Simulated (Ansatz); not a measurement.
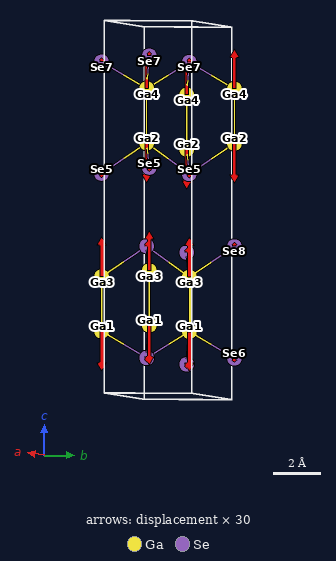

A relaxation of solid GaSe (set up in P6_3/mmc) (coarse preliminary run). The starting structure is drawn; red arrows show the displacements (the part carried along by the change of the cell is left out), 30 times their true length.

The picture is a ball-and-stick view of the cell of the calculation, seen from a free direction.

Level of theory: DFT PBE+D3(BJ), scalar-relativistic, plane waves, PAW (Ansatz 0.2.0). Set-up: plane-wave cutoff 420 eV; k-point mesh 6 × 6 × 2; occupations gaussian; smearing width 0.1 eV; no spin polarisation; cell and atoms relaxed; force threshold 0.05 eV/Å; at most 80 steps.

Q: Atoms of which element are displaced furthest, and by how much?

A: Gallium: up to 0.058 Å, against 0.007 Å for selenium.

Q: What happened in the run?

A: The largest moves relative to the cell, 0.058 Å, are those of Ga1, Ga2, Ga3 and Ga4. Ga4 goes along +c. By element the largest moves are Ga 0.058 Å, Se 0.007 Å. Cell: a = b 3.742 → 3.773 Å (+0.8 %), c 15.919 → 15.935 Å (+0.1 %). Volume +1.7 %. Some distances before and after: Ga1–Ga3 2.324 → 2.442 Å, Ga1–Se6 2.484 → 2.475 Å. The space group stays P6_3/mmc (No. 194). After 3 accepted moves (4 points after the start) the energy has fallen by 16.8 meV per atom. Largest force component: 1.2 eV/Å at the start, 0.006 eV/Å at the end. Pressure: 0.96 GPa at the start and 0.02 GPa at the end. At 1 point the geometry stayed and the basis and grid were re-selected for the new cell (energy shift of 0.1 meV per atom at most each time). Cost: 13 s on 4 threads of Arm Neoverse V2 (shared host), peak memory 0.71 GiB.
